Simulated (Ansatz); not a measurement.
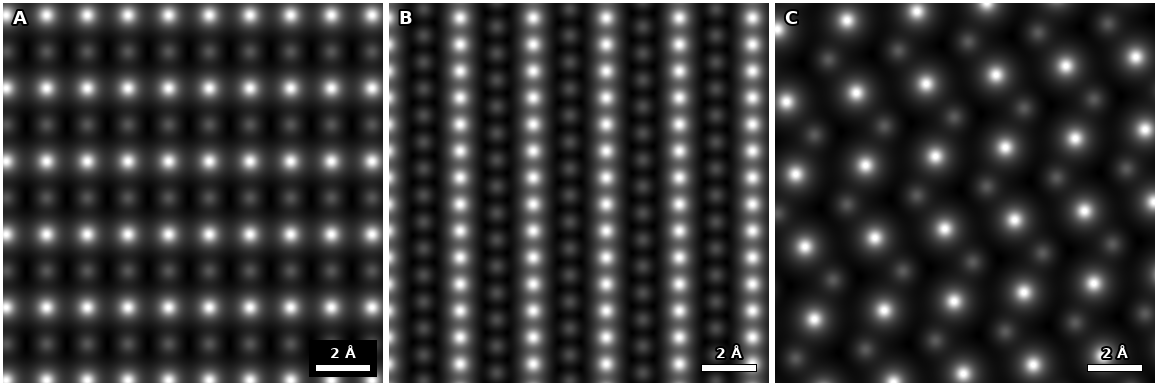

Three views of HfN (P6_3/mmc, No. 194) along different zone axes. Computed as the sum of neutral-atom potentials (tabulated electron scattering factors, B = 0.3 Å²) projected along the beam and smoothed by 0.25 Å; brighter is more positive. The display is stretched by a gamma of 0.6; percentages refer to the linear signal. Model: coordinates from a relaxation with DFT PBEsol, scalar-relativistic, plane waves, PAW in Ansatz 0.2.0; the starting structure was generated, so it need not be a known form of this composition.

```
CELL_PARAMETERS angstrom
3.12412 0.00000 0.00000
-1.56206 2.70557 0.00000
0.00000 0.00000 5.61354
ATOMIC_POSITIONS crystal
Hf 0.00000 0.00000 0.00000
Hf 0.00000 0.00000 0.50000
N 0.33333 0.66667 0.25000
N 0.66667 0.33333 0.75000
```

### Match the panels to the zone axes [100], [210] and [310].

A is [210]: projected cell 1.56 × 2.81 Å, 90°, plane group p2mm. B is [310]: projected cell 1.02 × 5.61 Å, 90°, plane group p2mg. C is [100]: projected cell 2.71 × 5.61 Å, 90°, plane group p2mg.
